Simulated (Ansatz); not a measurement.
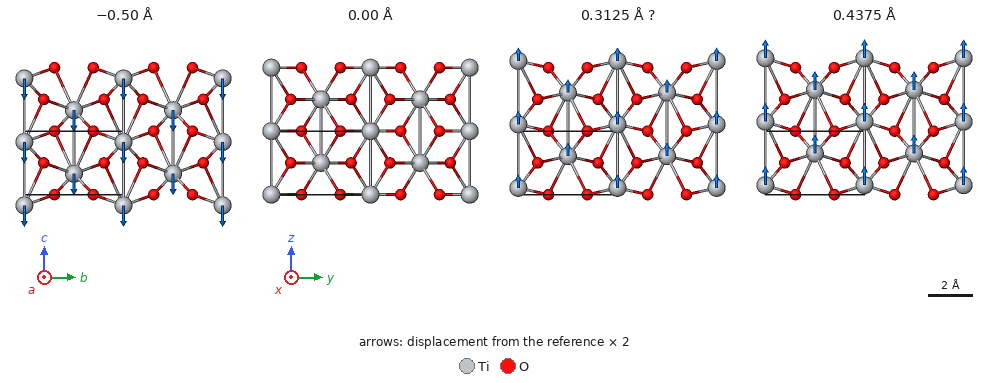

Energy scan for a crystal of TiO$_{2}$ (P4_2/mnm), in which the whole Ti sublattice is shifted rigidly, along Cartesian [0 0 1], all else fixed. Style: ball-and-stick. Shown: the cell of the calculation, repeated 1 × 2 × 2 with one cell outlined, along the a axis. Blue arrows: displacements from the reference.

These are results of Ansatz 0.2.0, DFT PBEsol, scalar-relativistic, plane waves, PAW, not measurements. Settings: plane-wave cutoff 420 eV; k-point mesh 6 × 6 × 10; occupations gaussian; smearing width 0.05 eV; no spin polarisation. Energies (free energies at the smearing named) are counted from the relaxed crystal.

```json
{"displacement (Å)": "−0.5000", "energy change (eV/cell)": "2.60"}
{"displacement (Å)": "−0.2500", "energy change (eV/cell)": "0.21"}
{"displacement (Å)": "0.0000", "energy change (eV/cell)": "0.00"}
{"displacement (Å)": "0.0625", "energy change (eV/cell)": "0.00"}
{"displacement (Å)": "0.1250", "energy change (eV/cell)": "0.02"}
{"displacement (Å)": "0.1875", "energy change (eV/cell)": "0.07"}
{"displacement (Å)": "0.3125", "energy change (eV/cell)": "?"}
{"displacement (Å)": "0.3750", "energy change (eV/cell)": "0.94"}
{"displacement (Å)": "0.4375", "energy change (eV/cell)": "1.63"}
```

Fill in the missing row.

Answer. A straight line between the two neighbours gives 0.65 eV/cell. A cubic through the four nearest rows (0.1250, 0.1875, 0.3750, 0.4375) gives, with Lagrange weights, (−0.2000)(0.02) + (0.5000)(0.07) + (1.0000)(0.94) + (−0.3000)(1.63) = 0.48 eV/cell. The calculation gives 0.49 eV/cell, so the cubic is 0.01 eV/cell too low and the straight line 0.16 eV/cell too high, as the curve bends upwards here.

The whole profile:

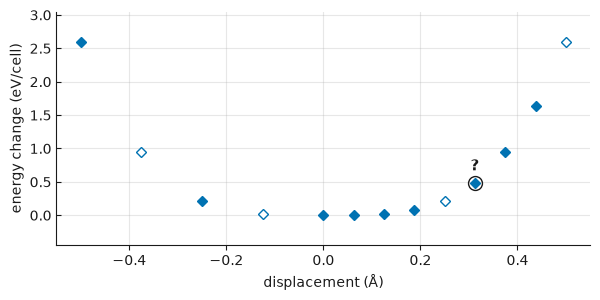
